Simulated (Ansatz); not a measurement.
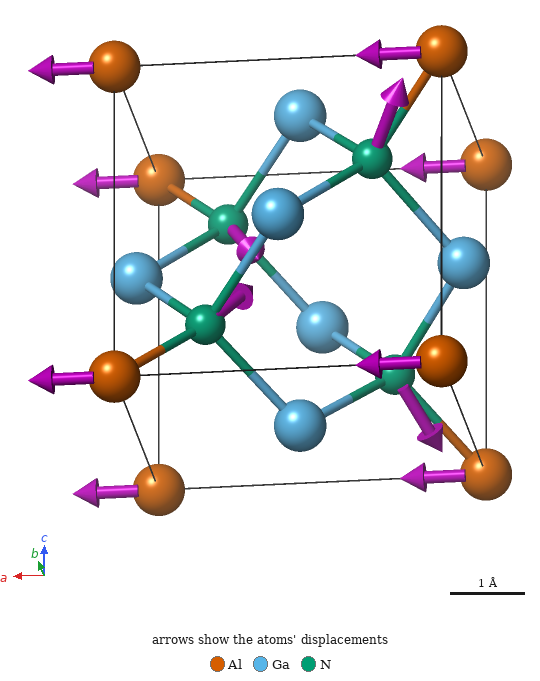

Normal modes of a crystal of AlGa3N4, space group P-43m (No. 215), at the zone centre. The optical levels lie at 189 (×3), 232 (×3), 409 (×3), 559 (×3), 594 (×3), 651 (×3), 671 (×2), 692 cm⁻¹. One mode is drawn. Displacements are drawn as purple arrows; their common scale and sign are arbitrary. Style: ball-and-stick. Shown: the cell of the calculation, from a free direction.

These are results of Ansatz 0.2.0, DFT PBEsol, scalar-relativistic, plane waves, PAW, not measurements. Set-up: plane-wave cutoff 420 eV; k-point mesh 6 × 6 × 6; occupations fixed; no spin polarisation.

Frequencies are those without the non-analytic (LO–TO) term.

Which of these frequencies is the drawn mode's?

The level at 651 cm⁻¹. This is the T₂ mode (triply degenerate; one member of the set is drawn), optical level 6 of 8, counted from below, infrared- and Raman-active by symmetry. The Ga atoms hardly move; it stretches the shortest Al–N bonds (1.90 Å); the kinetic energy is shared as N 75 %, Al 25 %. Its infrared intensity is 35 (D/Å)²/amu for the set.
